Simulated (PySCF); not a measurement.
# CHF3 (trifluoromethane) at 6 levels

Aim: a comparison of 6 runs (HF/3-21G, B3LYP/6-31G*, B3LYP/def2-SVPD, M06-2X/def2-SVPD, wB97X/def2-SVPD, SCS-MP2/def2-SVPD) of CHF3 (trifluoromethane). Input form: a Python script.

Program for the calculation: PySCF 2.14.0.

2 further runs of the same task are left out: 2 set aside as unsound or not needed.

### 1 Starting point

The species is CHF3 (5 atoms), meant as a singlet with charge 0. SMILES: `FC(F)F`. The C2–H5 distance was set to 2.404 Å, away from the relaxed value. At this shape a bond of the SMILES string is far longer than usual.

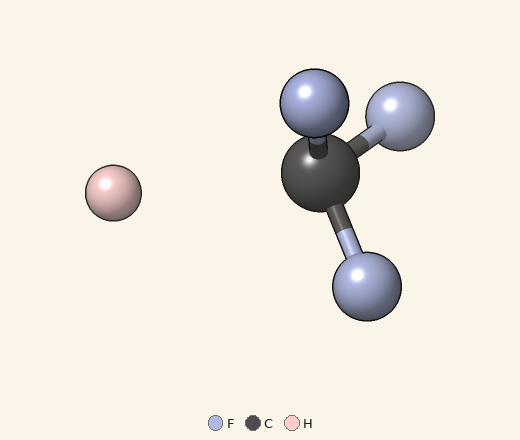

The structure, seen from a chosen angle (fluorine light blue, carbon dark grey, hydrogen pink).

### 2 The energy at HF/3-21G (run 1)

job.py reads:

```python
from pyscf import gto, scf

mol = gto.Mole()
mol.atom = '''
F     -2.068273    -2.949273     1.758076
C     -0.767858    -2.219725    -0.268409
F      1.174497    -3.788444    -0.578872
F     -2.264653    -2.392541    -2.283311
H      0.707457     2.045081     0.247308
'''
mol.max_memory = 1860
mol.basis = '3-21g'
mol.charge = 0
mol.verbose = 3
mol.unit = 'bohr'
mol.build()

myscf = scf.RHF(mol)
myscf.conv_tol = 1e-10
myscf.kernel()
if not myscf.converged:
    myscf = myscf.newton().run(myscf.mo_coeff, myscf.mo_occ)

energy = myscf.e_tot
print('Final energy', energy)
```

Command:

```
$ OMP_NUM_THREADS=1 python job.py
```

The log of the run:

```text
converged SCF energy = -334.725633479425
Final energy -334.72563347942537
```

Wall time 0.66 s (1 thread of Arm Neoverse V1, shared host); peak memory 0.1 GiB.

### 3 The energy at B3LYP/6-31G(d) (spherical functions) (run 2)

calc.py reads:

```python
from pyscf import gto, dft

mol = gto.M(
    atom=[
    ('F', (-1.094483, -1.560688, 0.930334)),
    ('C', (-0.406333, -1.174628, -0.142036)),
    ('F', (0.621517, -2.004758, -0.306326)),
    ('F', (-1.198403, -1.266078, -1.208276)),
    ('H', (0.374370, 1.082210, 0.130870)),
],
    verbose=3,
    max_memory=1860,
    basis='6-31g*',
    spin=0,
    charge=0,
)

mf = dft.RKS(mol, xc='b3lyp')
mf.grids.level = 5
mf.conv_tol = 1e-10
mf.kernel()
if not mf.converged:
    mf = mf.newton().run(mf.mo_coeff, mf.mo_occ)

e_final = mf.e_tot
print('E(%s) = %.9f' % ('B3LYP', e_final))
```

Command:

```
$ OMP_NUM_THREADS=1 python calc.py
```

The log of the run:

```text
converged SCF energy = -338.047493118396
E(B3LYP) = -338.047493118
```

Run time: 8.1 s. Hardware: 1 thread of Arm Neoverse V1, shared host; peak memory 0.31 GiB.

Runs 3 to 5 aren't shown in full; the table further down has their settings and results.

### 4 The energy at SCS-MP2/def2-SVPD (run 6)

run.py reads:

```python
from pyscf import gto, mp

system = gto.M(
    atom='''
F     -2.068273    -2.949273     1.758076
C     -0.767858    -2.219725    -0.268409
F      1.174497    -3.788444    -0.578872
F     -2.264653    -2.392541    -2.283311
H      0.707457     2.045081     0.247308
''',
    basis='def2-svpd',
    max_memory=1860,
    charge=0,
    verbose=4,
    unit='bohr',
)

hf = system.RHF()
hf.conv_tol = 1e-10
hf.kernel()
if not hf.converged:
    hf = hf.newton().run(hf.mo_coeff, hf.mo_occ)

pt = mp.MP2(hf, frozen=4).run()
energy = hf.e_tot + 1.2 * pt.e_corr_os + pt.e_corr_ss / 3
print('E(%s) = %.9f' % ('SCS-MP2', energy))
```

Command:

```
$ OMP_NUM_THREADS=1 python run.py
```

The log of the run:

```text
PySCF version 2.14.0

[... 59 lines left out ...]
converged SCF energy = -336.294264322753
[... 1 line left out ...]
******** <class 'pyscf.mp.mp2.RMP2'> ********
nocc = 13, nmo = 93
frozen orbitals 4
E(RMP2) = -337.05479930951  E_corr = -0.760534986757778
E(SCS-RMP2) = -337.031057722069  E_corr = -0.736793399316396
E_corr(same-spin) = -0.20290221322262
E_corr(oppo-spin) = -0.557632773535158
E(SCS-MP2) = -337.031057722
```

It took 2.3 s on 1 thread of Arm Neoverse V1, shared host; peak memory 0.25 GiB.

### 5 All runs side by side

```
run                               level  integration grid  frozen core orbitals  energy (Eh)  dipole moment (D) of the reference  HOMO energy (eV)  LUMO energy (eV)  wall time
  1                            HF/3-21G                 –                     –  -334.725633                                0.95            -10.44             -0.82     0.66 s
  2  B3LYP/6-31G* (spherical functions)                 5                     –  -338.047493                                0.25             -7.66             -3.98      8.1 s
  3                     B3LYP/def2-SVPD                 5                     –  -337.827684                                0.45             -8.21             -4.59       15 s
  4                    M06-2X/def2-SVPD                 5                     –  -337.695594                                0.74             -9.32             -3.46       31 s
  5                     wB97X/def2-SVPD                 5                     –  -337.736540                                0.58            -10.52             -2.26       20 s
  6                   SCS-MP2/def2-SVPD                 –                     4  -337.031058                                0.94            -10.74             -1.18      2.3 s
```

### 6 What came out

| quantity | value |
| --- | --- |
| run 6: total energy | -337.03106 Eh |
| run 6: dipole moment (Hartree–Fock density) | 0.94 D |
| run 6: HOMO energy (Hartree–Fock orbitals) | -10.74 eV |
| run 6: LUMO energy (Hartree–Fock orbitals) | -1.18 eV |
| run 6: HOMO–LUMO gap (Hartree–Fock orbitals) | 9.56 eV |
| run 6: correlation energy (4 core orbitals frozen) | -736.8 mEh |

What this shows: Over runs 1, 2, 3, 4, 5 the dipole moment (its size) runs from 0.25 D (B3LYP/6-31G*) to 0.95 D (HF/3-21G). The two ends differ in method and basis. The two dipoles point in opposite directions. Over runs 1, 2, 3, 4, 5 the HOMO–LUMO gap runs from 3.62 eV (B3LYP/def2-SVPD) to 9.62 eV (HF/3-21G). Totals of different functionals can't be ranked against each other. In runs 1, 2, 3, 4, 5, 6 a closed-shell determinant meets a far-stretched bond, which it describes badly. All runs together took 76 s, the longest 31 s.
